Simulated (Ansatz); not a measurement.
# Geometry relaxation of TaN

System: TaN (6 atoms in the cell).
Method: DFT PBE, scalar-relativistic, plane waves, PAW, no spin polarisation (Ansatz 0.2.0).

The structure was built on a prototype by a generator; it need not be a known phase.

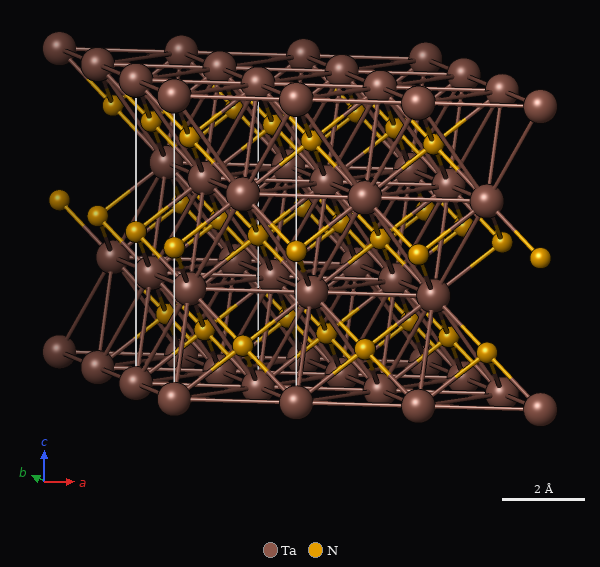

The starting structure (ball-and-stick view of the cell of the calculation, repeated 3 × 3 × 1, seen slightly off an axis). Near neighbours in the crystal (not all of them lie inside the picture): Ta has 6 N at 2.18 Å and 12 Ta at 3.08 Å; N has 6 Ta at 2.18 Å.

### The input
```yaml
crystal:
  lattice:
    - [3.081571, 0.0, 0.0]
    - [-1.540786, 2.668719, 0.0]
    - [0.0, 0.0, 7.548277]
  atoms:
    - { symbol: Ta, position: [0.0, 0.0, 0.0] }
    - { symbol: "N", position: [0.66666667, 0.33333333, 0.16666667] }
    - { symbol: Ta, position: [0.33333333, 0.66666667, 0.33333333] }
    - { symbol: "N", position: [0.0, 0.0, 0.5] }
    - { symbol: Ta, position: [0.66666667, 0.33333333, 0.66666667] }
    - { symbol: "N", position: [0.33333333, 0.66666667, 0.83333333] }
basis:
  ecutwfc: 420
kpoints:
  mp_grid: { grid: [6, 6, 4] }
hamiltonian:
  xc: pbe
scf:
  occupations: { method: gaussian, width: 0.1 }
output:
  forces: true
  stress: true
  eigenvalues: true
relax:
  adjacent_minimum: "off"
  f_tol: 0.05
  max_steps: 80
  cell: { stress_tol: 0.5 }
```

Run on 1 thread of Arm Neoverse V2, 24 GiB of memory available, shared host.

Run as:
```bash
ansatz run input.yaml --threads 1 --pin off --max-ram 2560MiB --backend cpu --events-out ev --progress --plain --runs-dir out
```

### Log
```
Engine: ansatz 0.2.0, aarch64-unknown-linux-gnu
Pseudopotentials: kind: paw
Pseudopotential: Ta, paw, valence charge 13, recommended cutoff 420 eV (normal), Ta.paw.azcp
Pseudopotential: N, paw, valence charge 5, recommended cutoff 420 eV (normal), N.paw.azcp
Functional definition: PBE
  parameter kappa = 0.804
  parameter beta = 0.06672455060314922
  exchange = pbe_x(kappa = kappa, mu = beta*pi^2/3)
  correlation = pbe_c(beta = beta)
Crystal: 6 atoms, lattice volume = 62.076 Å³
Basis set: ecut = 420 eV, 1213 PW (Γ), exchange–correlation on 48×48×108 points (8 copies of the dense FFT grid, shifted against one another)
Bands: 33, of which v1, the nominal top of the filled ones, is band 27 counted from 1 (26 counted from 0)
Symmetry: 36 space group operations
Space group: Fm-3m (ITA 225), of the structure as read, at distance tolerance 4.0e-5 Å
k-points: 24 of 144
Non-local potential: Ta, projectors of the file, l = 0: 3, l = 1: 2, l = 2: 2, l = 3: 1
Non-local potential: N, projectors of the file, l = 0: 2, l = 1: 2, l = 2: 1
PAW form: soft (Blöchl's): semilocal exchange-correlation on the pseudo side does not see the compensation charge
PAW one-centre angular grid: Ta, 590 points (default); XC on 64 Gauss nodes
PAW one-centre angular grid: N, 110 points (default); XC on 64 Gauss nodes
Initial density: superposition of atomic densities (neutral atoms: chi_scale 0, normalization atom), corrected by the library's trained network
Initial wavefunctions: pseudopotential atomic-orbital guess
Functional: x = pbe(κ = 0.804, μ = 0.2195149727645171), c = pbe(β = 0.06672455060314922)
SCF iter   1: F=—  HF=-30953.602755 eV  |F-HF|=—  |Δ(HF+E_count)|=         —  Δρ=1.78e-3  dr2=1.07e-3  ethr=1.77e-3  ⟨swp⟩=5.2  Hψ=3139  notcnv=0
preconditioner: auto → Resta (q_TF=auto, 2.666 Å⁻¹)  ε∞=7.8  [insulator: Δε(μ)=0.150 eV  Ē_g=9.903 eV  σ=0.100 eV  W_gap=0.53  n_scr=24 (ndim 8)  ℏωp=25.8 eV  f_vac=0.000  D(μ)=1.45/eV (n_scr^D=4)  ε∞_Penn≈7.8]
SCF iter   2: F=—  HF=-30953.602180 eV  |F-HF|=—  |Δ(HF+E_count)|=   5.75e-4  Δρ=9.17e-4  dr2=1.81e-4  ethr=1.99e-6  ⟨swp⟩=2.1  Hψ=1633  notcnv=0
SCF iter   3: F=—  HF=-30953.602512 eV  |F-HF|=—  |Δ(HF+E_count)|=   3.32e-4  Δρ=1.98e-4  dr2=1.24e-5  ethr=3.36e-7  ⟨swp⟩=2.1  Hψ=1124  notcnv=0
SCF iter   4: F=—  HF=-30953.602562 eV  |F-HF|=—  |Δ(HF+E_count)|=   4.98e-5  Δρ=4.01e-5  dr2=6.14e-7  ethr=2.29e-8  ⟨swp⟩=2.0  Hψ=1116  notcnv=0
iter 5 did not close the SCF: its close was put off for the readings that it lacked (scf_convergence_deferred on its scf_iter line)
SCF iter   5: F=-30953.602562 eV  HF=-30953.602562 eV  |F-HF|=5.32e-9  |Δ(HF+E_count)|=   5.06e-8  Δρ=5.09e-6  dr2=7.85e-9  ethr=1.14e-9  ⟨swp⟩=2.9  Hψ=1442  notcnv=0
SCF iter   6: F=-30953.602562 eV  HF=-30953.602562 eV  |F-HF|=4.00e-11  |Δ(HF+E_count)|=   6.02e-9  Δρ=1.02e-6  dr2=2.51e-10  ethr=1.45e-11  ⟨swp⟩=4.0  Hψ=2569  notcnv=0
SCF 1 converged in 6 iterations: F = -30953.602562 eV  dr2 = 2.51e-10
  greatest PAW one-centre occupation: 0.999 electrons in one spin orbital (limit 2), on the Ta atom at site 4 (counted from 0), in its partial waves of l = 0
relax step   1: F+E_penalty+E_count = -30953.60256191 eV  Δ(F+E_penalty+E_count) = +0.000e0 eV  max|allowed force component| = 3.126e-26 eV/Å  Δτ_max = 0.0000 Å  P = +14.625 GPa  Ω = 62.076 Å³  (6 SCF iters, dr2 threshold 1.00e-7 eV, accepted)
Crystal: 6 atoms, lattice volume = 65.603 Å³
Basis set: ecut = 420 eV, 1261 PW (Γ), exchange–correlation on 48×48×108 points (8 copies of the dense FFT grid, shifted against one another)
Initial density: handed on by an earlier stage of this run
Initial wavefunctions: those handed on with the density
iter 1 solved again at ethr=1.10e-4 eV; its pass at ethr=3.10e-3 eV (dr2=5.95e-2 eV) is discarded
SCF iter   1: F=—  HF=-30953.702320 eV  |F-HF|=—  |Δ(HF+E_count)|=         —  Δρ=9.61e-3  dr2=6.12e-2  ethr=1.10e-4  ⟨swp⟩=1.2  Hψ=4299  notcnv=0
preconditioner: auto → Kerker (q_TF=auto, 2.641 Å⁻¹)  [metal: Δε(μ)=0.015 eV  Ē_g=9.456 eV  σ=0.100 eV  W_gap=0.08  n_scr=24 (ndim 8)  ℏωp=25.1 eV  f_vac=0.000  D(μ)=1.37/eV (n_scr^D=4)]
SCF iter   2: F=—  HF=-30953.687756 eV  |F-HF|=—  |Δ(HF+E_count)|=   1.46e-2  Δρ=2.11e-3  dr2=2.72e-3  ethr=1.10e-4  ⟨swp⟩=2.0  Hψ=1147  notcnv=0
SCF iter   3: F=—  HF=-30953.687393 eV  |F-HF|=—  |Δ(HF+E_count)|=   3.62e-4  Δρ=1.11e-3  dr2=6.89e-4  ethr=5.04e-6  ⟨swp⟩=2.5  Hψ=1166  notcnv=0
SCF iter   4: F=—  HF=-30953.687239 eV  |F-HF|=—  |Δ(HF+E_count)|=   1.54e-4  Δρ=1.50e-4  dr2=1.22e-5  ethr=1.28e-6  ⟨swp⟩=3.0  Hψ=1470  notcnv=0
SCF iter   5: F=—  HF=-30953.687283 eV  |F-HF|=—  |Δ(HF+E_count)|=   4.36e-5  Δρ=2.53e-5  dr2=3.15e-7  ethr=1.11e-9  ⟨swp⟩=4.9  Hψ=3795  notcnv=0
SCF iter   6: F=-30953.687283 eV  HF=-30953.687283 eV  |F-HF|=3.61e-9  |Δ(HF+E_count)|=  8.77e-10  Δρ=5.41e-6  dr2=8.48e-9  ethr=5.84e-10  ⟨swp⟩=2.3  Hψ=2833  notcnv=0
SCF 2 converged in 6 iterations: F = -30953.687283 eV  dr2 = 8.48e-9
relax step   2: F+E_penalty+E_count = -30953.68728280 eV  Δ(F+E_penalty+E_count) = -8.472e-2 eV  max|allowed force component| = 8.587e-26 eV/Å  Δτ_max = 0.0000 Å  P = -5.027 GPa  Ω = 65.603 Å³  energy of the carried Pulay correction = -1.105e-2 eV  (6 SCF iters, dr2 threshold 6.00e-7 eV, accepted)
Crystal: 6 atoms, lattice volume = 64.671 Å³
Basis set: ecut = 420 eV, 1249 PW (Γ), exchange–correlation on 48×48×108 points (8 copies of the dense FFT grid, shifted against one another)
iter 1 solved again at ethr=7.43e-6 eV; its pass at ethr=3.10e-3 eV (dr2=4.01e-3 eV) is discarded
SCF iter   1: F=—  HF=-30953.707626 eV  |F-HF|=—  |Δ(HF+E_count)|=         —  Δρ=2.45e-3  dr2=3.88e-3  ethr=7.43e-6  ⟨swp⟩=1.9  Hψ=3935  notcnv=0
preconditioner: auto → Kerker (q_TF=auto, 2.648 Å⁻¹)  [metal: Δε(μ)=0.122 eV  Ē_g=9.616 eV  σ=0.100 eV  W_gap=0.46  n_scr=24 (ndim 8)  ℏωp=25.3 eV  f_vac=0.000  D(μ)=1.43/eV (n_scr^D=4)]
SCF iter   2: F=—  HF=-30953.706702 eV  |F-HF|=—  |Δ(HF+E_count)|=   9.24e-4  Δρ=6.58e-4  dr2=2.77e-4  ethr=7.18e-6  ⟨swp⟩=2.0  Hψ=1123  notcnv=0
SCF iter   3: F=—  HF=-30953.706695 eV  |F-HF|=—  |Δ(HF+E_count)|=   7.03e-6  Δρ=3.29e-4  dr2=6.99e-5  ethr=5.13e-7  ⟨swp⟩=2.1  Hψ=1128  notcnv=0
SCF iter   4: F=—  HF=-30953.706675 eV  |F-HF|=—  |Δ(HF+E_count)|=   1.99e-5  Δρ=4.69e-5  dr2=1.11e-6  ethr=1.29e-7  ⟨swp⟩=2.9  Hψ=1473  notcnv=0
SCF iter   5: F=-30953.706675 eV  HF=-30953.706675 eV  |F-HF|=7.82e-9  |Δ(HF+E_count)|=   2.77e-8  Δρ=7.43e-6  dr2=2.59e-8  ethr=1.11e-9  ⟨swp⟩=6.2  Hψ=3213  notcnv=0
SCF 3 converged in 5 iterations: F = -30953.706675 eV  dr2 = 2.59e-8
relax step   3: F+E_penalty+E_count = -30953.70667479 eV  Δ(F+E_penalty+E_count) = -1.939e-2 eV  max|allowed force component| = 3.722e-26 eV/Å  Δτ_max = 0.0000 Å  P = -0.376 GPa  Ω = 64.671 Å³  energy of the carried Pulay correction = -8.194e-3 eV  (5 SCF iters, dr2 threshold 6.00e-7 eV, accepted)
Initial wavefunctions: pseudopotential atomic-orbital guess (no wavefunctions were taken with the density)
iter 1 solved again at ethr=2.71e-8 eV; its pass at ethr=3.10e-3 eV (dr2=1.47e-5 eV) is discarded
SCF iter   1: F=—  HF=-30953.716451 eV  |F-HF|=—  |Δ(HF+E_count)|=         —  Δρ=3.86e-4  dr2=8.58e-6  ethr=2.71e-8  ⟨swp⟩=3.7  Hψ=5524  notcnv=0
preconditioner: auto → Kerker (q_TF=auto, 2.648 Å⁻¹)  [metal: Δε(μ)=0.127 eV  Ē_g=9.604 eV  σ=0.100 eV  W_gap=0.47  n_scr=24 (ndim 8)  ℏωp=25.3 eV  f_vac=0.000  D(μ)=1.42/eV (n_scr^D=4)]
SCF iter   2: F=—  HF=-30953.716595 eV  |F-HF|=—  |Δ(HF+E_count)|=   1.44e-4  Δρ=1.96e-4  dr2=1.87e-6  ethr=1.59e-8  ⟨swp⟩=2.0  Hψ=1125  notcnv=0
SCF iter   3: F=—  HF=-30953.716627 eV  |F-HF|=—  |Δ(HF+E_count)|=   3.17e-5  Δρ=4.62e-5  dr2=1.15e-7  ethr=3.46e-9  ⟨swp⟩=2.4  Hψ=1105  notcnv=0
SCF iter   4: F=-30953.716628 eV  HF=-30953.716628 eV  |F-HF|=6.39e-9  |Δ(HF+E_count)|=   1.53e-6  Δρ=3.03e-6  dr2=1.14e-9  ethr=1.11e-11  ⟨swp⟩=3.6  Hψ=3331  notcnv=0
SCF 4 converged in 4 iterations: F = -30953.716628 eV  dr2 = 1.14e-9
relax step   4: F+E_penalty+E_count = -30953.71662808 eV  Δ(F+E_penalty+E_count) = -9.953e-3 eV  max|allowed force component| = 1.772e-26 eV/Å  Δτ_max = 0.0000 Å  P = -0.152 GPa  Ω = 64.671 Å³  stress off target by 2.32e-1 GPa  SCF on the basis re-selected at this cell (its energy is not comparable with the rows above)  (4 SCF iters)
```

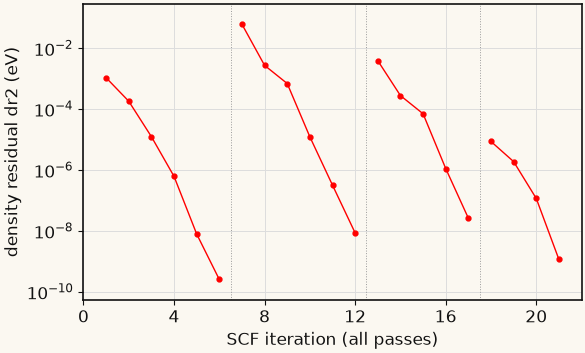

Convergence of the self-consistent field: density residual dr2 against the SCF iteration. The dotted lines part the SCF passes of the relaxation: geometry steps, rejected trials and re-solves on a re-selected basis. The passes take 6, 6, 5 and 4 iterations.

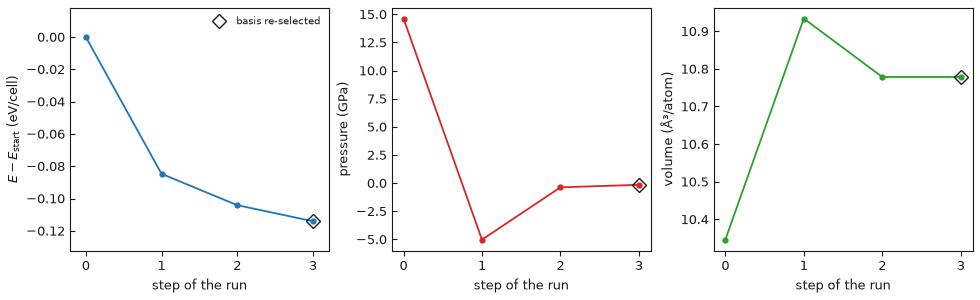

Progress of the relaxation, step by step (the first geometry is step 0 here and step 1 in the log).

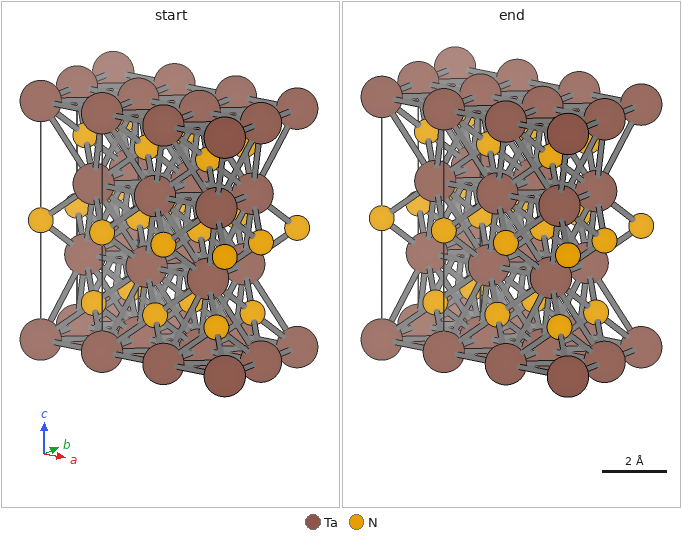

Before (left) and after (right) the relaxation, at one scale (ball-and-stick view of the cell of the calculation, repeated 3 × 2 × 1, seen slightly off an axis). After 2 geometry steps the energy has fallen by 0.104 eV per cell of the calculation. All forces vanish by symmetry, so only the cell relaxes. Pressure: 14.62 GPa at the start and −0.15 GPa at the end. No atom moves by more than 0.005 Å relative to the cell. Cell: a = b 3.082 → 3.118 Å (+1.2 %), c 7.548 → 7.680 Å (+1.7 %). Volume +4.2 %. Distances before and after: Ta1–Ta3 3.082 → 3.130 Å, Ta1–Ta1 3.082 → 3.118 Å, N2–Ta3 2.179 → 2.209 Å. The space group (tolerance 0.01 Å) goes from Fm-3m (No. 225) to R-3m (No. 166). A last SCF at the same geometry on a re-selected plane-wave basis shifts the energy by −10.0 meV per cell of the calculation. (Atoms are counted from 1 in the order of the input.)

```
basis re-selected at this cell: Δ(F+E_penalty+E_count) = -9.953e-3 eV, ΔP = +0.225 GPa vs the last step (what re-selecting the basis moved, of the pressure what is left beyond the Pulay correction that the steps carried, after the strain that the cell walked since its last selection, with what the two solves' SCF thresholds leave and, on support functions, any second-order correction that the steps lacked; it is no measure of the basis error at this ecutwfc). This SCF's stress stands 2.32e-1 GPa from its target on what of the cell is left free (relax.cell.stress_tol is 5.00e-1 GPa) and its largest allowed force component is 1.77e-26 eV/Å (relax.f_tol is 5.00e-2 eV/Å): within both
SCF converged after 4 iterations
Free energy (F): -30953.716628 eV
Harris-Foulkes:  -30953.716628 eV  (|F-HF|=6.39e-9)
Internal energy: -30953.709549 eV  (E = F + TS)
E sigma→0 (E₀):  -30953.713089 eV
Entropy (-TS):   -0.007079 eV (-1.180 meV/atom)
Fermi energy:    21.320450 eV
--- Per-component energies (eV) ---
  E_band       = -148.061486
  E_kinetic    = 1501.193404
  E_local      = -1777.392840  (includes V_loc(G=0)·N_el)
  E_nonlocal   = 179.399678
  E_hartree    = 596.852252
  E_xc         = -839.831577
  E_vxc        = -847.216681  (∫ρ·V_xc dr)
  E_paw        = -25572.663154  (= ΣΔE_a)
  E_vpaw       = -397.750762  (= ΣTr[D̂ρ^β])
  E_aug_tail   = 0.000487  (compensation charges beyond the density's cutoff)
  E_ewald      = -5041.267799
  E_smearing   = -0.007079  (= −TS)
  E_closure    = 0.000000  (closes the sum)
  Σ components = -30953.716628   (vs F -30953.716628, Δ=0.00e0)
--- Forces (eV/Å), atoms counted from 1 ---
  atom   1  Ta     0.00000000     0.00000000     0.00000000
  atom   2  N     -0.00000000     0.00000000     0.00000000
  atom   3  Ta     0.00000000     0.00000000     0.00000000
  atom   4  N      0.00000000     0.00000000     0.00000000
  atom   5  Ta     0.00000000     0.00000000     0.00000000
  atom   6  N      0.00000000     0.00000000     0.00000000
  max |Σ_I F_I| component: 4.93e-26 eV/Å
--- Stress (GPa, compression-positive) ---
       -0.232487       0.000000      -0.000000
        0.000000      -0.232487       0.000000
       -0.000000       0.000000       0.010351
  P = ⅓ Tr σ = -0.1515 GPa (-1.515 kbar)
--- Band table (eV; the first three rows and the last of 24) ---
  k-point 0: bands = ["-48.1070", "-48.0684", "-48.0684", "-14.9879", "-14.9879", "-14.4088", "-14.4088", "-14.4088", "-14.4088", "-14.3742", "-14.3516", "-14.3516", "2.6598", "4.6719", "4.6719", "12.4631", "12.4631", "14.5140", "14.5140", "14.5140", "14.5140", "17.5875", "17.6177", "17.6177", "19.2657", "19.3555", "19.3555", "21.4453", "21.4453", "21.4640", "21.4640", "21.9919", "21.9919"]
  k-point 1: bands = ["-48.1036", "-48.0813", "-48.0589", "-15.1279", "-14.7908", "-14.4320", "-14.4225", "-14.4225", "-14.3899", "-14.3899", "-14.3568", "-14.3568", "2.8205", "3.9323", "5.3044", "11.5000", "13.7823", "14.0856", "14.0856", "15.2046", "15.2046", "16.7584", "17.0770", "17.0770", "19.6121", "19.6121", "19.6211", "20.6280", "21.0218", "21.0218", "22.1074", "22.1074", "22.5220"]
  k-point 2: bands = ["-48.0942", "-48.0942", "-48.0555", "-15.1783", "-14.5865", "-14.5865", "-14.4275", "-14.4275", "-14.3708", "-14.3708", "-14.3708", "-14.3708", "3.2725", "3.2725", "5.5689", "11.1287", "13.9409", "13.9409", "15.2832", "15.2832", "16.1062", "16.1062", "16.1062", "16.1062", "20.0742", "20.0742", "20.1933", "20.1933", "20.1933", "20.1933", "23.2229", "23.2229", "23.3061"]
  k-point 23: bands = ["-48.0408", "-48.0408", "-48.0408", "-14.9610", "-14.9610", "-14.9610", "-14.7434", "-14.7434", "-14.7434", "-14.5686", "-14.5686", "-14.5686", "4.7727", "4.7727", "4.7727", "13.0290", "13.0290", "13.0290", "14.5194", "14.5194", "14.5194", "14.6703", "14.6703", "14.6703", "21.3181", "21.3181", "21.3181", "21.5646", "21.5646", "21.5646", "24.3275", "24.3275", "24.3275"]
--- Relaxed structure (3 steps of the walk, 3 accepted, 1 SCFs on fresh bases) ---
  F+E_penalty+E_count = -30953.71662808 eV   max|allowed force component| = 1.772e-26 eV/Å   (the final SCF, on the basis selected at the relaxed cell)
  cell:  # Å, volume = 64.6711 Å³
    - [3.118214303609198, 2.9210779013995215e-7, 2.899345500882424e-18]
    - [-1.5591074047773659, 2.7004526553156727, -2.89934518726044e-18]
    - [7.101917560285654e-18, -4.100292241079581e-18, 7.680112895366211]
  atoms:
    - { symbol: Ta, position: [1.6970599409737193e-34, 4.6012605691891397e-35, -4.51529780584622e-35] }
    - { symbol: N, position: [0.6666666666666665, 0.33333333333333337, 0.16666666666666666] }
    - { symbol: Ta, position: [0.3333333333333333, 0.6666666666666667, 0.3333333333333333] }
    - { symbol: N, position: [-3.851859888774472e-34, -9.62964972193618e-35, 0.5] }
    - { symbol: Ta, position: [0.6666666666666665, 0.33333333333333337, 0.6666666666666666] }
    - { symbol: N, position: [0.3333333333333333, 0.6666666666666667, 0.8333333333333334] }
```

### Trajectory as extended XYZ (Å, eV, eV/Å), 4 frames, from step=1 to step=4
```
6
Lattice="3.0816 0.0000 0.0000 -1.5408 2.6687 0.0000 0.0000 0.0000 7.5483" Properties=species:S:1:pos:R:3:forces:R:3 step=1 energy=-30953.60256 pressure_GPa=14.62
Ta    0.0000    0.0000    0.0000    0.0000   0.0000   0.0000
N     1.5408    0.8896    1.2580    0.0000   0.0000   0.0000
Ta    0.0000    1.7791    2.5161    0.0000   0.0000   0.0000
N     0.0000    0.0000    3.7741    0.0000   0.0000   0.0000
Ta    1.5408    0.8896    5.0322    0.0000   0.0000   0.0000
N     0.0000    1.7791    6.2902    0.0000   0.0000   0.0000
6
Lattice="3.1274 0.0000 0.0000 -1.5637 2.7084 0.0000 0.0000 0.0000 7.7449" Properties=species:S:1:pos:R:3:forces:R:3 step=2 energy=-30953.68728 pressure_GPa=-5.03
Ta    0.0000    0.0000    0.0000    0.0000   0.0000   0.0000
N     1.5637    0.9028    1.2908    0.0000   0.0000   0.0000
Ta    0.0000    1.8056    2.5816    0.0000   0.0000   0.0000
N     0.0000    0.0000    3.8724    0.0000   0.0000   0.0000
Ta    1.5637    0.9028    5.1632    0.0000   0.0000   0.0000
N     0.0000    1.8056    6.4541    0.0000   0.0000   0.0000
6
Lattice="3.1182 0.0000 0.0000 -1.5591 2.7005 0.0000 0.0000 0.0000 7.6801" Properties=species:S:1:pos:R:3:forces:R:3 step=3 energy=-30953.70668 pressure_GPa=-0.38
Ta    0.0000    0.0000    0.0000    0.0000   0.0000   0.0000
N     1.5591    0.9002    1.2800    0.0000   0.0000   0.0000
Ta    0.0000    1.8003    2.5600    0.0000   0.0000   0.0000
N     0.0000    0.0000    3.8401    0.0000   0.0000   0.0000
Ta    1.5591    0.9002    5.1201    0.0000   0.0000   0.0000
N     0.0000    1.8003    6.4001    0.0000   0.0000   0.0000
6
Lattice="3.1182 0.0000 0.0000 -1.5591 2.7005 0.0000 0.0000 0.0000 7.6801" Properties=species:S:1:pos:R:3:forces:R:3 step=4 energy=-30953.71663 pressure_GPa=-0.15
Ta    0.0000    0.0000    0.0000    0.0000   0.0000   0.0000
N     1.5591    0.9002    1.2800    0.0000   0.0000   0.0000
Ta    0.0000    1.8003    2.5600    0.0000   0.0000   0.0000
N     0.0000    0.0000    3.8401    0.0000   0.0000   0.0000
Ta    1.5591    0.9002    5.1201    0.0000   0.0000   0.0000
N     0.0000    1.8003    6.4001    0.0000   0.0000   0.0000
```

### Key numbers

| quantity | value |
| --- | --- |
| outcome | converged |
| space group (tolerance 0.01 Å) | Fm-3m (225) → R-3m (166) |
| electrons treated | 54 |
| free energy | −30953.7166 eV |
| Fermi energy | 21.320 eV |
| gap on the k-point mesh | none (metallic) |
| pressure | −0.15 GPa |
| final volume | 64.67 Å³ |
| largest force (length of the vector) at the end | under 0.001 eV/Å |
| final cell | a = 3.118 Å, b = 3.118 Å, c = 7.680 Å, α = 90.00°, β = 90.00°, γ = 120.00° |
| wall time | 9.5 s |
| peak memory | 0.35 GiB |

### Remarks

Spin–orbit coupling is left out, which matters for Ta.
